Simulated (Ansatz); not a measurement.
# Run report: FeSi, single-point calculation

System: FeSi (8 atoms in the cell).
Method: DFT, PBE, plane waves, PAW, no spin polarisation (Ansatz 0.2.0).

The structure was made by a generator, so it may or may not be a known phase. Figures and captions count atoms from 1; the log counts them from 0 in places.

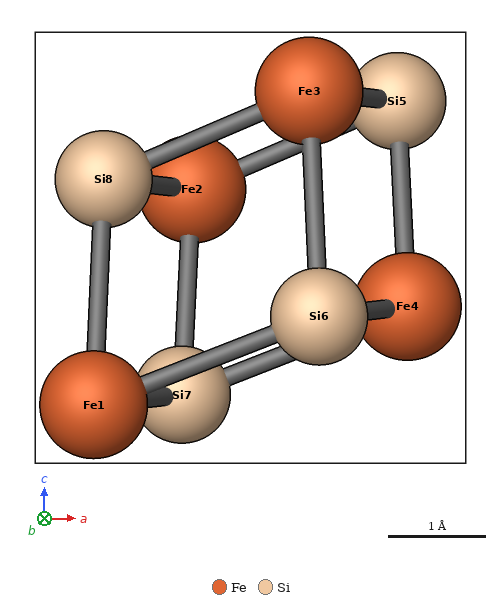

The structure as given in the input (ball-and-stick view of the cell of the calculation, along the b axis; atoms are numbered from 1 in the order of the input). An atom can appear more than once, as a periodic image. Near neighbours in the periodic cell (some may lie outside the picture): Fe has 7 Si at 2.27 to 2.50 Å; Si has 7 Fe at 2.27 to 2.50 Å.

**Results in brief**

```csv
quantity,value
outcome,converged
space group (tolerance 0.01 Å),P2₁3 (198)
electrons treated,80
free energy,−20469.2693 eV
Fermi energy,16.752 eV
gap on the k-point mesh,0.17 eV
pressure,−0.02 GPa
largest force (length of the vector),under 0.001 eV/Å
hardware,"1 thread of Arm Neoverse V1, 24 GiB of memory available, shared host"
wall time,39 s
peak memory,0.36 GiB
```

**Notes**

Settings chosen away from the usual ones: scf.eigensolver.kind set to davidson. The run has no spin polarisation, so a magnetic state may lie lower.

**Input file**
```yaml
crystal:
  lattice:
    - [4.4480050182, 0.0, 0.0]
    - [0.0, 4.4480050182, 0.0]
    - [0.0, 0.0, 4.4480050182]
  atoms:
    - { symbol: Fe, position: [0.1359995434, 0.1359995434, 0.1359995434] }
    - { symbol: Fe, position: [0.3640004566, 0.8640004566, 0.6359995434] }
    - { symbol: Fe, position: [0.6359995434, 0.3640004566, 0.8640004566] }
    - { symbol: Fe, position: [0.8640004566, 0.6359995434, 0.3640004566] }
    - { symbol: Si, position: [0.8407167122, 0.8407167122, 0.8407167122] }
    - { symbol: Si, position: [0.6592832878, 0.1592832878, 0.3407167122] }
    - { symbol: Si, position: [0.3407167122, 0.6592832878, 0.1592832878] }
    - { symbol: Si, position: [0.1592832878, 0.3407167122, 0.6592832878] }
basis:
  ecutwfc: 420
kpoints:
  mp_grid: { grid: [8, 8, 8] }
hamiltonian:
  xc: pbe
scf:
  occupations: { method: gaussian, width: 0.01 }
  eigensolver: { kind: davidson }
output:
  forces: true
  eigenvalues: true
  stress: true
```

Run as:
```bash
ansatz run input.yaml --threads 1 --pin off --max-ram 2560MiB --backend cpu --events-out ev --progress --plain --runs-dir out
```

**The program's output**
```
Engine: ansatz 0.2.0, aarch64-unknown-linux-gnu
Pseudopotentials: kind: paw
Pseudopotential: Fe, paw, valence charge 16, recommended cutoff 420 eV (normal), Fe.paw.azcp
Pseudopotential: Si, paw, valence charge 4, recommended cutoff 420 eV (normal), Si.paw.azcp
Functional definition: PBE
  parameter kappa = 0.804
  parameter beta = 0.06672455060314922
  exchange = pbe_x(kappa = kappa, mu = beta*pi^2/3)
  correlation = pbe_c(beta = beta)
Crystal: 8 atoms, lattice volume = 88.003 Å³
Basis set: ecut = 420 eV, 1743 PW (Γ), exchange–correlation on 60×60×60 points (8 copies of the dense FFT grid, shifted against one another)
Bands: 48, of which v1, the nominal top of the filled ones, is band 40 counted from 1 (39 counted from 0)
Symmetry: 12 space group operations
Space group: P213 (ITA 198), of the structure as read, at distance tolerance 4.4e-5 Å
k-points: 45 of 512 (time reversal used)
Non-local potential: Fe, projectors of the file, l = 0: 3, l = 1: 2, l = 2: 3, l = 3: 1
Non-local potential: Si, projectors of the file, l = 0: 2, l = 1: 2, l = 2: 2
PAW form: soft (Blöchl's): semilocal exchange-correlation on the pseudo side does not see the compensation charge
PAW one-centre angular grid: Fe, 590 points (default); XC on 64 Gauss nodes
PAW one-centre angular grid: Si, 110 points (default); XC on 64 Gauss nodes
Initial density: superposition of atomic densities (neutral atoms: chi_scale 0, normalization atom), corrected by the library's trained network
Initial wavefunctions: pseudopotential atomic-orbital guess
Functional: x = pbe(κ = 0.804, μ = 0.2195149727645171), c = pbe(β = 0.06672455060314922)
SCF iter   1: F=—  HF=-20469.280443 eV  |F-HF|=—  |Δ(HF+E_count)|=         —  Δρ=1.26e-2  dr2=3.81e-2  ethr=1.77e-3  ⟨swp⟩=7.6  Hψ=10396  notcnv=0
preconditioner: auto → Resta (q_TF=auto, 2.685 Å⁻¹)  ε∞=23.2  [insulator: Δε(μ)=0.195 eV  Ē_g=5.821 eV  σ=0.010 eV  W_gap=1.00  n_scr=26 (ndim 8)  ℏωp=27.4 eV  f_vac=0.000  D(μ)=0.00/eV (n_scr^D=0)  ε∞_Penn≈23.2]
SCF iter   2: F=—  HF=-20469.271900 eV  |F-HF|=—  |Δ(HF+E_count)|=   8.54e-3  Δρ=5.20e-3  dr2=1.07e-2  ethr=4.77e-5  ⟨swp⟩=6.3  Hψ=6416  notcnv=0  defer=30
iter 3 solved again at ethr=9.89e-7 eV; its pass at ethr=1.34e-5 eV (dr2=7.91e-4 eV) is discarded
SCF iter   3: F=—  HF=-20469.269599 eV  |F-HF|=—  |Δ(HF+E_count)|=   2.30e-3  Δρ=1.38e-3  dr2=9.53e-4  ethr=9.89e-7  ⟨swp⟩=5.0  Hψ=10223  notcnv=0  defer=11
automatic band count: iteration 3 solves 46 bands in place of 48: the levels show a gap, and the empty bands left out lie too high to hold charge; the band table lists the bands solved (type scf.n_extra_bands for more)
eigensolver tolerance schedule calibrated: the retry pair's looser diagonalisation under-reported the residual by θ = 0.17 (0.15/decade); ethr = c·dr2/N_el runs at the constant in force after the calibration composes with the one it found (an armed cap, an earlier calibration), c = 4.4e-2
SCF iter   4: F=—  HF=-20469.269414 eV  |F-HF|=—  |Δ(HF+E_count)|=   1.85e-4  Δρ=4.89e-4  dr2=1.39e-4  ethr=5.29e-7  ⟨swp⟩=3.5  Hψ=5049  notcnv=0  defer=2
SCF iter   5: F=—  HF=-20469.269397 eV  |F-HF|=—  |Δ(HF+E_count)|=   1.71e-5  Δρ=1.06e-4  dr2=8.68e-6  ethr=7.74e-8  ⟨swp⟩=4.0  Hψ=5567  notcnv=0  defer=1
SCF iter   6: F=—  HF=-20469.269326 eV  |F-HF|=—  |Δ(HF+E_count)|=   7.11e-5  Δρ=2.90e-5  dr2=6.65e-7  ethr=4.82e-9  ⟨swp⟩=4.0  Hψ=5590  notcnv=0  defer=2
SCF iter   7: F=-20469.269326 eV  HF=-20469.269326 eV  |F-HF|=1.96e-8  |Δ(HF+E_count)|=   6.16e-8  Δρ=5.79e-6  dr2=2.04e-8  ethr=3.69e-10  ⟨swp⟩=4.0  Hψ=5315  notcnv=0  defer=1
SCF 1 converged in 7 iterations: F = -20469.269326 eV  dr2 = 2.04e-8
  Residual-converged pass: ⟨swp⟩=3.3  Hψ=5677  notcnv=0  max |occ|·‖R‖ = 6.6e-6 eV (tolerance 6.7e-6 eV)  dr2=1.78e-8  dr2_onsite=5.06e-9  max |Δocc| = 1.4e-37
  greatest PAW one-centre occupation: 1.000 electrons in one spin orbital (limit 2), on the Fe atom at site 2 (counted from 0), in its partial waves of l = 0
```

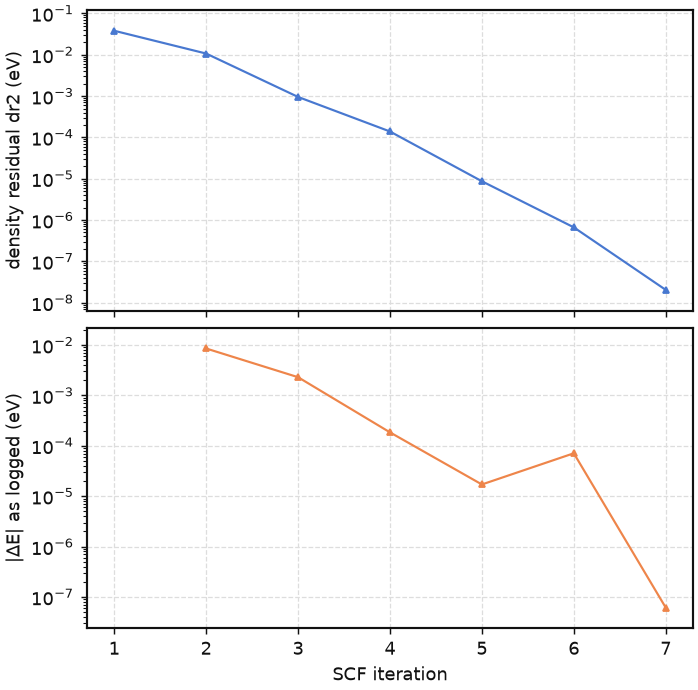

Convergence of the self-consistent field: density residual dr2 and size of the energy change against the SCF iteration. The residual falls at every step.

```
SCF converged after 7 iterations
Free energy (F): -20469.269326 eV
Harris-Foulkes:  -20469.269326 eV  (|F-HF|=1.96e-8)
Internal energy: -20469.269326 eV  (E = F + TS)
E sigma→0 (E₀):  -20469.269326 eV
Fermi energy:    16.751911 eV
--- Per-component energies (eV) ---
  E_band       = -798.959890
  E_kinetic    = 1611.150309
  E_local      = -10511.406769  (includes V_loc(G=0)·N_el)
  E_nonlocal   = 952.307684
  E_hartree    = 4579.291679
  E_xc         = -709.435523
  E_vxc        = -817.518623  (∫ρ·V_xc dr)
  E_paw        = -7507.414868  (= ΣΔE_a)
  E_vpaw       = -1192.096479  (= ΣTr[D̂ρ^β])
  E_aug_tail   = 0.003923  (compensation charges beyond the density's cutoff)
  E_ewald      = -8883.765762
  E_smearing   = -0.000000  (= −TS)
  E_closure    = 0.000000  (closes the sum)
  Σ components = -20469.269326   (vs F -20469.269326, Δ=0.00e0)
--- Forces (eV/Å), atoms counted from 1 ---
  atom   1  Fe    -0.00023080    -0.00023080    -0.00023080
  atom   2  Fe     0.00023080     0.00023080    -0.00023080
  atom   3  Fe    -0.00023080     0.00023080     0.00023080
  atom   4  Fe     0.00023080    -0.00023080     0.00023080
  atom   5  Si    -0.00011810    -0.00011810    -0.00011810
  atom   6  Si     0.00011810     0.00011810    -0.00011810
  atom   7  Si    -0.00011810     0.00011810     0.00011810
  atom   8  Si     0.00011810    -0.00011810     0.00011810
  max |Σ_I F_I| component: 1.18e-16 eV/Å
--- Stress (GPa, compression-positive) ---
       -0.015240       0.000000      -0.000000
        0.000000      -0.015240       0.000000
       -0.000000       0.000000      -0.015240
  P = ⅓ Tr σ = -0.0152 GPa (-0.152 kbar)
--- Band table (eV; the first three rows and the last of 45) ---
  k-point 0: bands = ["-69.9893", "-69.9700", "-69.9700", "-69.9700", "-36.3024", "-36.3024", "-36.3024", "-36.2403", "-36.0200", "-36.0200", "-36.0200", "-35.9623", "-35.9623", "-35.9413", "-35.9413", "-35.9413", "3.3880", "8.7618", "8.7618", "8.7618", "11.5850", "11.5850", "11.5850", "13.1929", "13.1929", "13.1929", "13.6715", "13.8904", "13.8904", "14.2397", "14.2397", "14.2397", "14.7868", "14.7868", "14.7868", "16.3816", "16.3816", "16.3816", "16.6255", "16.6255", "17.3396", "17.3396", "17.3396", "19.7062", "19.7062", "19.7062"]
  k-point 1: bands = ["-69.9887", "-69.9722", "-69.9698", "-69.9685", "-36.3079", "-36.3031", "-36.2947", "-36.2420", "-36.0291", "-36.0223", "-36.0086", "-35.9619", "-35.9600", "-35.9442", "-35.9431", "-35.9394", "3.5048", "7.9987", "8.8300", "9.3287", "11.1151", "11.6592", "12.1610", "12.5908", "12.9241", "13.6211", "13.7966", "13.8996", "14.0288", "14.2104", "14.2837", "14.2839", "14.6372", "14.7605", "15.0038", "16.2344", "16.2681", "16.5564", "16.5897", "16.6226", "17.1334", "17.2937", "17.6299", "19.2919", "19.4363", "19.8276"]
  k-point 2: bands = ["-69.9871", "-69.9750", "-69.9693", "-69.9677", "-36.3108", "-36.3051", "-36.2852", "-36.2470", "-36.0352", "-36.0276", "-35.9957", "-35.9610", "-35.9546", "-35.9481", "-35.9474", "-35.9389", "3.8511", "7.0576", "9.0299", "9.7814", "10.8394", "11.8205", "12.0559", "12.4654", "12.7690", "13.3775", "13.9764", "14.0672", "14.2240", "14.2422", "14.3132", "14.3928", "14.6583", "14.7507", "15.1197", "15.9128", "16.2149", "16.4974", "16.6182", "16.6553", "16.9832", "17.1658", "18.0651", "18.9967", "19.0312", "19.4013"]
  k-point 44: bands = ["-69.9747", "-69.9747", "-69.9747", "-69.9747", "-36.2886", "-36.2886", "-36.2886", "-36.2886", "-36.0138", "-36.0138", "-36.0138", "-36.0138", "-35.9374", "-35.9374", "-35.9374", "-35.9374", "7.5474", "7.5474", "7.5474", "7.5474", "10.1531", "10.1531", "10.1531", "10.1531", "13.9798", "13.9798", "13.9798", "13.9798", "14.1515", "14.1515", "14.1515", "14.1515", "15.9282", "15.9282", "15.9282", "15.9282", "16.0006", "16.0006", "16.0006", "16.0006", "17.1708", "17.1708", "17.1708", "17.1708", "22.2737", "22.2737"]
```
